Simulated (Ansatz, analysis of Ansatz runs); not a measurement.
## F centre in LiF: hyperfine coupling, r2SCAN

How near does this set-up come to the measured hyperfine coupling? Subject: F centre in LiF. Set-up: r2SCAN, 64-site cell, r2SCAN lattice, 500 eV, k: the single point 1/4 1/4 1/4 then 2x2x2 shifted 0.5 0.5 0.5. The model is a cell of 64 host atoms with 1 F taken out. The isotropic coupling follows from the spin density at the nucleus, the nuclear g-factor and the total spin. A meta-GGA costs about twice a GGA and mends lattice constants and part of the gap.

Measured beforehand: 7Li, shell I: 39.06 MHz, by ENDOR (quoted in “F center in LiF: A quantum mechanical ab initio investigation of the hyperfine interaction between the unpaired electron at the vacancy and its first seven neighbors”, 2001, G. Mallia et al., quoting earlier work (1968)). 19F, shell II: 105.9 MHz, by ENDOR (quoted in “F center in LiF: A quantum mechanical ab initio investigation of the hyperfine interaction between the unpaired electron at the vacancy and its first seven neighbors”, 2001, G. Mallia et al., quoting earlier work (1968)). 7Li, shell III: 0.5 MHz, by ENDOR (quoted in “F center in LiF: A quantum mechanical ab initio investigation of the hyperfine interaction between the unpaired electron at the vacancy and its first seven neighbors”, 2001, G. Mallia et al., quoting earlier work (1968)). 19F, shell IV: 0.48 MHz, by ENDOR (quoted in “F center in LiF: A quantum mechanical ab initio investigation of the hyperfine interaction between the unpaired electron at the vacancy and its first seven neighbors”, 2001, G. Mallia et al., quoting earlier work (1968)). The runs below try to reproduce this.

Calculated with Ansatz 0.2.0; plane-wave PAW DFT, r2SCAN; relaxation of all atoms of a defect supercell.

### 1. The structure

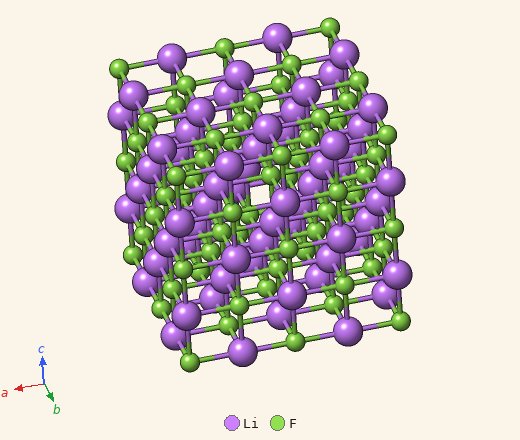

Start, viewed from a free direction; lithium purple, fluorine green. Some periodic images of atoms are drawn too.

The cell holds 63 atoms: 32 Li and 31 F. Cell: a = 7.980 Å, b = 7.980 Å, c = 7.980 Å, α = 90.0°, β = 90.0°, γ = 90.0°. It derives from LiF (space group Fm-3m). Nearest the centre at fractional (0.250, 0.500, 0.500): Li28 at 1.99 Å, Li27 at 1.99 Å, Li12 at 1.99 Å, Li19 at 1.99 Å, Li25 at 1.99 Å, Li56 at 1.99 Å, F14 at 2.82 Å, F8 at 2.82 Å.

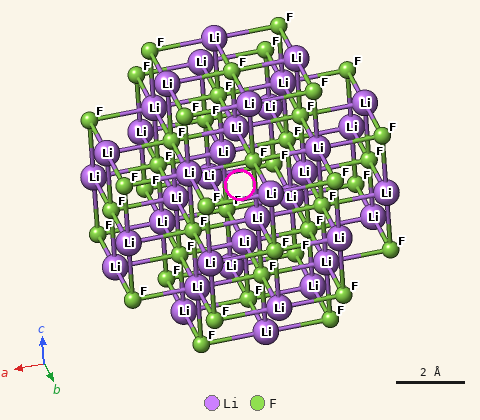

The atoms within 5 Å of the centre. A ring marks the centre wherever it is empty.

The host's primitive cell comes from a first run (plane-wave PAW DFT, r2SCAN; relaxation of the host's cell and atoms): vectors of 2.821, 2.821 and 2.821 Å. That is 7.94 Å³ an atom, 2.8 % under the diffraction cell's volume. The supercell is built on it.

### 2. Relaxation, charge 0

Every later number rests on the structure around the defect, so the atoms are relaxed at the host's lattice first.

File relax/input.yaml:

```yaml
relax:
  f_tol: 0.02
  max_steps: 80
  escape_saddle: false
crystal:
  lattice:
    - [7.97957509, 0.0, 0.0]
    - [0.0, 7.97957509, 0.0]
    - [0.0, 0.0, 7.97957509]
  atoms:
    - { symbol: Li, position: [0.0, 0.0, 0.0] }
    - { symbol: Li, position: [0.0, 0.25, 0.25] }
    - { symbol: Li, position: [0.25, 0.0, 0.25] }
    - { symbol: Li, position: [0.25, 0.25, 0.0] }
    - { symbol: F, position: [0.0, 0.0, 0.25] }
    - { symbol: F, position: [0.0, 0.25, 0.0] }
    - { symbol: F, position: [0.25, 0.0, 0.0] }
    - { symbol: F, position: [0.25, 0.25, 0.25] }
    - { symbol: Li, position: [0.0, 0.0, 0.5] }
    - { symbol: Li, position: [0.0, 0.25, 0.75] }
    - { symbol: Li, position: [0.25, 0.0, 0.75] }
    - { symbol: Li, position: [0.25, 0.25, 0.5] }
    - { symbol: F, position: [0.0, 0.0, 0.75] }
    - { symbol: F, position: [0.0, 0.25, 0.5] }
    - { symbol: F, position: [0.25, 0.0, 0.5] }
    - { symbol: F, position: [0.25, 0.25, 0.75] }
    - { symbol: Li, position: [0.0, 0.5, 0.0] }
    - { symbol: Li, position: [0.0, 0.75, 0.25] }
    - { symbol: Li, position: [0.25, 0.5, 0.25] }
    - { symbol: Li, position: [0.25, 0.75, 0.0] }
    - { symbol: F, position: [0.0, 0.5, 0.25] }
    - { symbol: F, position: [0.0, 0.75, 0.0] }
    - { symbol: F, position: [0.25, 0.5, 0.0] }
    - { symbol: F, position: [0.25, 0.75, 0.25] }
    - { symbol: Li, position: [0.0, 0.5, 0.5] }
    - { symbol: Li, position: [0.0, 0.75, 0.75] }
    - { symbol: Li, position: [0.25, 0.5, 0.75] }
    - { symbol: Li, position: [0.25, 0.75, 0.5] }
    - { symbol: F, position: [0.0, 0.5, 0.75] }
    - { symbol: F, position: [0.0, 0.75, 0.5] }
    - { symbol: F, position: [0.25, 0.75, 0.75] }
    - { symbol: Li, position: [0.5, 0.0, 0.0] }
    - { symbol: Li, position: [0.5, 0.25, 0.25] }
    - { symbol: Li, position: [0.75, 0.0, 0.25] }
    - { symbol: Li, position: [0.75, 0.25, 0.0] }
    - { symbol: F, position: [0.5, 0.0, 0.25] }
    - { symbol: F, position: [0.5, 0.25, 0.0] }
    - { symbol: F, position: [0.75, 0.0, 0.0] }
    - { symbol: F, position: [0.75, 0.25, 0.25] }
    - { symbol: Li, position: [0.5, 0.0, 0.5] }
    - { symbol: Li, position: [0.5, 0.25, 0.75] }
    - { symbol: Li, position: [0.75, 0.0, 0.75] }
    - { symbol: Li, position: [0.75, 0.25, 0.5] }
    - { symbol: F, position: [0.5, 0.0, 0.75] }
    - { symbol: F, position: [0.5, 0.25, 0.5] }
    - { symbol: F, position: [0.75, 0.0, 0.5] }
    - { symbol: F, position: [0.75, 0.25, 0.75] }
    - { symbol: Li, position: [0.5, 0.5, 0.0] }
    - { symbol: Li, position: [0.5, 0.75, 0.25] }
    - { symbol: Li, position: [0.75, 0.5, 0.25] }
    - { symbol: Li, position: [0.75, 0.75, 0.0] }
    - { symbol: F, position: [0.5, 0.5, 0.25] }
    - { symbol: F, position: [0.5, 0.75, 0.0] }
    - { symbol: F, position: [0.75, 0.5, 0.0] }
    - { symbol: F, position: [0.75, 0.75, 0.25] }
    - { symbol: Li, position: [0.5, 0.5, 0.5] }
    - { symbol: Li, position: [0.5, 0.75, 0.75] }
    - { symbol: Li, position: [0.75, 0.5, 0.75] }
    - { symbol: Li, position: [0.75, 0.75, 0.5] }
    - { symbol: F, position: [0.5, 0.5, 0.75] }
    - { symbol: F, position: [0.5, 0.75, 0.5] }
    - { symbol: F, position: [0.75, 0.5, 0.5] }
    - { symbol: F, position: [0.75, 0.75, 0.75] }
basis:
  ecutwfc: 500
  xc_grid: 2
hamiltonian:
  xc: r2scan
kpoints:
  mp_grid: { grid: [1, 1, 1], shift: [0.25, 0.25, 0.25] }
magnetization:
  spin_polarized: true
  initial_magnetization: 1
  spin_locking: { lock_magnetization: hard }
scf:
  occupations: { method: fermi_dirac, width: 0.01 }
  max_iter: 120
output:
  forces: true
checkpoint:
  write: "../relax.run"
  compress: false
  write_wavefunctions: true
  write_every: 100000
```

Command:

```console
$ ansatz run input.yaml --threads 2 --pin off --max-ram 3768MiB --backend cpu --events-out ev --progress --plain --runs-dir out
```

Numbers of over 12 decimals in the logs are rounded to 6 here.

The program printed:

```text
[... repeated set-up lines and file paths are left out, and long positions are rounded to six places ...]
Warning: This run holds its total moment fixed (magnetization.spin_locking.lock_magnetization: hard) and mixes its density by anderson or broyden (scf.mixing.algorithm, typed or taken by auto). [...]
Engine: ansatz 0.2.0, x86_64-unknown-linux-gnu
Pseudopotentials: kind: paw
Pseudopotential: Li, paw, valence charge 3, recommended cutoff 500 eV (meta_gga), Li.paw.azcp
Pseudopotential: F, paw, valence charge 7, recommended cutoff 500 eV (meta_gga), F.paw.azcp
Functional definition: r2SCAN
  parameter k0 = 0.174
  parameter k1 = 0.065
  parameter a1 = 4.9479
  exchange = r2scan_x(k0 = k0, k1 = k1, a1 = a1)
  correlation = r2scan_c
Crystal: 63 atoms, lattice volume = 508.088 Å³
Basis set: ecut = 500 eV, 12965 PW (Γ), exchange–correlation on 120×120×120 points (8 copies of the dense FFT grid, shifted against one another)
Bands: 220, of which v1, the nominal top of the filled ones, is band 157 counted from 1 (156 counted from 0)
Symmetry: 12 space group operations
k-points: 1
Non-local potential: Li, projectors of the file, l = 0: 3, l = 1: 2, l = 2: 1
Non-local potential: F, projectors of the file, l = 0: 2, l = 1: 2, l = 2: 1
PAW form: soft (Blöchl's): semilocal exchange-correlation on the pseudo side does not see the compensation charge
PAW frozen core: F, regenerated for the run's functional (the file was generated under x = pbe(κ = 0.804, μ = 0.219515), c = pbe(β = 0.066725))
PAW one-centre angular grid: Li, 302 points (default); XC on 327 of its mesh's 2665 points in the sphere
PAW one-centre angular grid: F, 302 points (default); XC on 160 Gauss nodes
Initial density: superposition of atomic densities (chi_scale 0.1, normalization cell, long waves kept (reshape's long-wave potential 0.36 eV rms))
Starting moments: Σ|m| = 1 μB on 63 of 63 sites
Initial wavefunctions: pseudopotential atomic-orbital guess
Functional: x = r2scan, c = r2scan; τ floored in thin density (d = 2e-4 eV/Å³)
iter 1 solved again at ethr=3.05e-3 eV; its pass at ethr=3.10e-3 eV (dr2=9.56e0 eV) is discarded
SCF iter   1: F=—  HF=-31763.675211 eV  |F-HF|=—  |Δ(HF+E_count)|=         —  Δρ=3.10e-2 (↑2.85e-2 ↓3.10e-2)  dr2=9.57e0  dr2_τ=1.86e-1  dr2_m=1.03e-1  M=1.000 μB ∫|m|=1.036 μB  β_m=1.20  ethr=3.05e-3  ⟨swp⟩=8.0  Hψ=2982  notcnv=0
preconditioner: auto → Resta (q_TF=auto, 2.517 Å⁻¹)  ε∞=2.9  [insulator: Δε(μ)=4.581 eV  Ē_g=16.263 eV  σ=0.010 eV  W_gap=1.00  n_scr=146 (ndim 8)  ℏωp=22.5 eV  f_vac=0.000  D(μ)=0.00/eV (n_scr^D=0)  ε∞_Penn≈2.9]
spin=Collinear: Resta preconditioning applied to the charge; magnetization (m = ρ↑ − ρ↓) channel mixes plain (no charge-response kernel on spin).
SCF iter   2: F=—  HF=-31770.069623 eV  |F-HF|=—  |Δ(HF+E_count)|=    6.39e0  Δρ=2.15e-2 (↑2.15e-2 ↓2.09e-2)  dr2=5.20e0  dr2_τ=8.60e-2  dr2_m=2.17e-3  M=1.000 μB ∫|m|=1.058 μB  β_m=1.20  ethr=3.05e-3  ⟨swp⟩=2.5  Hψ=526  notcnv=0  defer=114  κ⁻¹=1.0e0(r=1)
SCF iter   3: F=—  HF=-31772.043131 eV  |F-HF|=—  |Δ(HF+E_count)|=    1.97e0  Δρ=8.71e-3 (↑7.62e-3 ↓8.71e-3)  dr2=9.57e-1  dr2_τ=2.24e-2  dr2_m=8.09e-3  M=1.000 μB ∫|m|=1.019 μB  β_m=1.20  ethr=1.66e-3  ⟨swp⟩=2.5  Hψ=568  notcnv=0  defer=114  κ⁻¹=1.5e-1(r=2)
SCF iter   4: F=—  HF=-31772.168568 eV  |F-HF|=—  |Δ(HF+E_count)|=   1.25e-1  Δρ=2.43e-3 (↑2.17e-3 ↓2.43e-3)  dr2=7.55e-2  dr2_τ=2.49e-2  dr2_m=1.85e-3  M=1.000 μB ∫|m|=1.023 μB  β_m=1.20  ethr=3.06e-4  ⟨swp⟩=4.5  Hψ=754  notcnv=0  defer=110  κ⁻¹=3.0e-2(r=3)
SCF iter   5: F=—  HF=-31772.215347 eV  |F-HF|=—  |Δ(HF+E_count)|=   4.68e-2  Δρ=1.47e-3 (↑1.47e-3 ↓1.39e-3)  dr2=2.03e-2  dr2_τ=4.79e-4  dr2_m=1.50e-4  M=1.000 μB ∫|m|=1.018 μB  β_m=1.20  ethr=2.41e-5  ⟨swp⟩=3.5  Hψ=624  notcnv=0  defer=110  κ⁻¹=9.2e-3(r=4)
SCF iter   6: F=—  HF=-31772.234590 eV  |F-HF|=—  |Δ(HF+E_count)|=   1.92e-2  Δρ=9.67e-4 (↑9.67e-4 ↓9.59e-4)  dr2=8.13e-3  dr2_τ=1.60e-4  dr2_m=8.93e-6  M=1.000 μB ∫|m|=1.018 μB  β_m=1.20  ethr=6.48e-6  ⟨swp⟩=3.0  Hψ=539  notcnv=0  defer=110  κ⁻¹=4.2e-4(r=5)
SCF iter   7: F=—  HF=-31772.242085 eV  |F-HF|=—  |Δ(HF+E_count)|=   7.50e-3  Δρ=1.81e-4 (↑1.65e-4 ↓1.81e-4)  dr2=4.66e-4  dr2_τ=1.05e-5  dr2_m=1.98e-5  M=1.000 μB ∫|m|=1.020 μB  β_m=1.20  ethr=2.60e-6  ⟨swp⟩=3.0  Hψ=680  notcnv=0  defer=110  κ⁻¹=1.1e-4(r=6)
SCF iter   8: F=—  HF=-31772.241986 eV  |F-HF|=—  |Δ(HF+E_count)|=   9.95e-5  Δρ=9.84e-5 (↑9.82e-5 ↓9.84e-5)  dr2=9.65e-5  dr2_τ=2.68e-6  dr2_m=4.88e-7  M=1.000 μB ∫|m|=1.019 μB  β_m=1.20  ethr=1.49e-7  ⟨swp⟩=2.5  Hψ=572  notcnv=0  defer=110  κ⁻¹=1.7e-5(r=7)
SCF iter   9: F=—  HF=-31772.242029 eV  |F-HF|=—  |Δ(HF+E_count)|=   4.35e-5  Δρ=5.80e-5 (↑5.80e-5 ↓5.64e-5)  dr2=3.61e-5  dr2_τ=7.92e-7  dr2_m=4.19e-7  M=1.000 μB ∫|m|=1.019 μB  β_m=1.20  ethr=3.08e-8  ⟨swp⟩=2.0  Hψ=643  notcnv=0  defer=110  κ⁻¹=3.7e-6(r=8)
SCF iter  10: F=-31772.242049 eV  HF=-31772.242051 eV  |F-HF|=1.66e-6  |Δ(HF+E_count)|=   2.17e-5  Δρ=1.25e-5 (↑1.24e-5 ↓1.25e-5)  dr2=2.50e-6  dr2_τ=5.90e-8  dr2_m=3.12e-8  M=1.000 μB ∫|m|=1.019 μB  ethr=3.19e-9  ⟨swp⟩=1.5  Hψ=1093  notcnv=0
SCF 1 converged in 10 iterations: F = -31772.242049 eV  dr2 = 2.50e-6
  greatest PAW one-centre occupation: 0.999 electrons in one spin orbital (limit 2), on the Li atom at site 40 (counted from 0), in its partial waves of l = 0
relax step   1: F+E_penalty+E_count = -31772.24204937 eV  Δ(F+E_penalty+E_count) = +0.000e0 eV  max|allowed force component| = 1.777e-1 eV/Å  Δτ_max = 0.0000 Å  (10 SCF iters, dr2 threshold 1.00e-5 eV, accepted)
[... the SCF cycles and remarks between the steps are left out from here to the last step ...]
relax step   2: F+E_penalty+E_count = -31772.25470516 eV  Δ(F+E_penalty+E_count) = -1.266e-2 eV  max|allowed force component| = 9.736e-2 eV/Å  Δτ_max = 0.0142 Å  (7 SCF iters, dr2 threshold 1.97e-6 eV, accepted)
relax step   3: F+E_penalty+E_count = -31772.26470079 eV  Δ(F+E_penalty+E_count) = -9.996e-3 eV  max|allowed force component| = 1.351e-2 eV/Å  Δτ_max = 0.0236 Å  (8 SCF iters, dr2 threshold 5.92e-7 eV, accepted)
iter 1 solved again at ethr=7.80e-11 eV; its pass at ethr=3.10e-3 eV (dr2=2.44e-7 eV) is discarded
SCF iter   1: F=—  HF=-31772.264701 eV  |F-HF|=—  |Δ(HF+E_count)|=         —  Δρ=5.90e-6 (↑5.90e-6 ↓5.76e-6)  dr2=2.44e-7  dr2_τ=6.84e-9  dr2_m=4.37e-10  M=1.000 μB ∫|m|=1.019 μB  β_m=1.20  ethr=7.80e-11  ⟨swp⟩=1.0  Hψ=1220  notcnv=0  defer=110
SCF iter   2: F=—  HF=-31772.264701 eV  |F-HF|=—  |Δ(HF+E_count)|=   2.94e-9  Δρ=4.11e-6 (↑4.11e-6 ↓4.08e-6)  dr2=1.29e-7  dr2_τ=3.52e-9  dr2_m=9.00e-12  M=1.000 μB ∫|m|=1.019 μB  β_m=1.20  ethr=7.80e-11  ⟨swp⟩=1.5  Hψ=331  notcnv=0  defer=110  κ⁻¹=1.0e0(r=1)
SCF iter   3: F=-31772.264701 eV  HF=-31772.264701 eV  |F-HF|=3.47e-9  |Δ(HF+E_count)|=   2.03e-8  Δρ=6.49e-7 (↑5.88e-7 ↓6.49e-7)  dr2=7.90e-9  dr2_τ=1.52e-10  dr2_m=7.43e-11  M=1.000 μB ∫|m|=1.019 μB  ethr=3.19e-11  ⟨swp⟩=3.0  Hψ=933  notcnv=0
SCF 4 converged in 3 iterations: F = -31772.264701 eV  dr2 = 7.90e-9
relax step   4: F+E_penalty+E_count = -31772.26470082 eV  Δ(F+E_penalty+E_count) = -3.729e-8 eV  max|allowed force component| = 1.351e-2 eV/Å  Δτ_max = 0.0000 Å  (3 SCF iters, accepted)
NSCF: frozen V_eff on 1 k-points
the band table was solved once a step of the walk had ended and its energy, with any forces and stress, was formed, with the checks that follow a solve (1992 applications of the Hamiltonian). They found nothing against the state; [...]
iter 1 solved again at ethr=2.53e-12 eV; its pass at ethr=3.10e-3 eV (dr2=7.92e-9 eV) is discarded
SCF iter   1: F=—  HF=-31772.264701 eV  |F-HF|=—  |Δ(HF+E_count)|=         —  Δρ=6.50e-7 (↑5.89e-7 ↓6.50e-7)  dr2=7.91e-9  dr2_τ=1.52e-10  dr2_m=7.44e-11  M=1.000 μB ∫|m|=1.019 μB  β_m=1.20  ethr=2.53e-12  ⟨swp⟩=1.0  Hψ=1220  notcnv=0
SCF iter   2: F=-31772.264701 eV  HF=-31772.264701 eV  |F-HF|=1.27e-9  |Δ(HF+E_count)|=   1.30e-9  Δρ=4.50e-7 (↑4.50e-7 ↓4.38e-7)  dr2=4.58e-9  dr2_τ=5.62e-11  dr2_m=1.83e-12  M=1.000 μB ∫|m|=1.019 μB  ethr=2.53e-12  ⟨swp⟩=2.5  Hψ=727  notcnv=0
SCF 5 converged in 2 iterations: F = -31772.264701 eV  dr2 = 4.58e-9
NSCF: frozen V_eff on 1 k-points
the band table was solved once a step of the walk had ended and its energy, with any forces and stress, was formed, with the checks that follow a solve (1454 applications of the Hamiltonian). They found nothing against the state; [...]
SCF converged after 2 iterations
Stability not checked: this state was not tested for a lower state beside it, because the mixer in use, unlike msr1, does not test its closes by its own steps (another_mixer; see scf.mixing.algorithm and scf.lower_state_search)
Magnetization: 1.0000 μB (157.0000 up, 156.0000 down)
Absolute magnetization: 1.0197 μB (∫|ρ↑−ρ↓|, with the PAW one-centre terms)
Spin contamination: 0.0006 ħ² per cell (⟨S²⟩ above its minimum at these occupations)
Per-site moments (μB) at R_I (Å): [(9.778659848790073e-6, 0.822811), (3.196518667020512e-5, 0.822718), (0.000236233, 0.819205), [... 60 left out ...]
Free energy (F): -31772.264701 eV
Harris-Foulkes:  -31772.264701 eV  (|F-HF|=1.27e-9)
Internal energy: -31772.264701 eV  (E = F + TS)
E sigma→0 (E₀):  -31772.264701 eV
Fermi energy:    7.747063 (↑ 8.998899, ↓ 4.577435) eV
--- Per-component energies (eV) ---
  E_band       = -4040.872751
  E_kinetic    = 7232.900357
  E_local      = -20374.050912  (includes V_loc(G=0)·N_el)
  E_nonlocal   = 1197.126939
  E_hartree    = 7211.598288
  E_xc         = -2836.786203
  E_vxc        = -4149.165870  (∫ρ·V_xc dr)
  E_paw        = -7000.025389  (= ΣΔE_a)
  E_vpaw       = -2671.496142  (= ΣTr[D̂ρ^β])
  E_aug_tail   = 0.035511  (compensation charges beyond the density's cutoff)
  E_vtau       = 300.581371  (kinetic-family band-sum trace: ∫τ·v_τ [+ j·A + Jᵃ·Aᵃ] dr)
  E_ewald      = -17202.090156
  E_core_change = -0.973137  (= ΣΔE_core)
  E_smearing   = -0.000000  (= −TS)
  E_closure    = -0.000000  (closes the sum)
  Σ components = -31772.264701   (vs F -31772.264701, Δ=0.00e0)
--- Forces (eV/Å), atoms counted from 1 ---
  atom   1  Li    -0.00875170    -0.00002595    -0.00002595
  atom   2  Li     0.00286408     0.00286408     0.00286408
  [... 5 atoms left out ...]
  atom   8  F      0.00000826     0.00191404     0.00191404
  [... 3 atoms left out ...]
  atom  12  Li    -0.00008441     0.00093551    -0.00008441
  [... 1 atom left out ...]
  atom  14  F      0.00191404     0.00191404     0.00000826
  [... 4 atoms left out ...]
  atom  19  Li    -0.00008441    -0.00008441     0.00093551
  [... 4 atoms left out ...]
  atom  24  F      0.00000000    -0.00179884     0.00179884
  atom  25  Li     0.00093551    -0.00008441    -0.00008441
  [... 1 atom left out ...]
  atom  27  Li     0.00008441     0.00008441    -0.00093551
  atom  28  Li     0.00008441    -0.00093551     0.00008441
  [... 2 atoms left out ...]
  atom  31  F     -0.00000826    -0.00191404    -0.00191404
  [... 24 atoms left out ...]
  atom  56  Li    -0.00093551     0.00008441     0.00008441
  [... 7 atoms left out ...]
  max |Σ_I F_I| component: 6.45e-18 eV/Å
--- Band table (eV) ---
  k-point 0 ↑: bands = ["-41.3812", "-41.3619", "-41.3619", "-41.3566", [... 212 left out ...] "19.2729", "20.0123", "20.0123", "20.1280"]
  k-point 0 ↓: bands = ["-41.3792", "-41.3603", "-41.3603", "-41.3540", [... 212 left out ...] "19.3893", "20.0289", "20.0289", "20.1357"]
--- Relaxed structure (4 steps of the walk, 4 accepted, 0 SCFs on fresh bases) ---
  F+E_penalty+E_count = -31772.26470082 eV   max|allowed force component| = 1.351e-2 eV/Å
  atoms:
    - { symbol: Li, position: [8.681329083775277e-6, 7.9792652773144e-7, 7.97926527731428e-7] }
    - { symbol: Li, position: [4.03824455779413e-5, 0.250040, 0.250040] }
    [... 5 atoms left out ...]
    - { symbol: F, position: [0.249982, 0.248889, 0.248889] }
    [... 3 atoms left out ...]
    - { symbol: Li, position: [0.249985, 0.245259, 0.499985] }
    [... 1 atom left out ...]
    - { symbol: F, position: [-0.001111, 0.248889, 0.499982] }
    [... 4 atoms left out ...]
    - { symbol: Li, position: [0.249985, 0.499985, 0.245259] }
    [... 4 atoms left out ...]
    - { symbol: F, position: [0.25, 0.751114, 0.248886] }
    - { symbol: Li, position: [-0.004741, 0.499985, 0.499985] }
    [... 1 atom left out ...]
    - { symbol: Li, position: [0.250015, 0.500015, 0.754741] }
    - { symbol: Li, position: [0.250015, 0.754741, 0.500015] }
    [... 2 atoms left out ...]
    - { symbol: F, position: [0.250018, 0.751111, 0.751111] }
    [... 24 atoms left out ...]
    - { symbol: Li, position: [0.504741, 0.500015, 0.500015] }
    [... 7 atoms left out ...]
```

It took 87 s on 2 threads of AMD EPYC 7R43, shared host; peak memory 1.9 GiB; 2.8 min of CPU time.

(Part 1 of 2 ends here.)

[Logs are printed without paths, hosts, clocks, repeated set-up lines and the standing remarks that a program may print on its own settings, such as how far it seeks lower states.]

[Hosts, paths, dates, database ids (printed as entryN), source tags and the programs' standing remarks are cut or masked in the printed files.]

[For some hosts the program warned that the k-mesh of the response run may be too coarse for force constants and the static dielectric constant; such warnings are not shown here.]
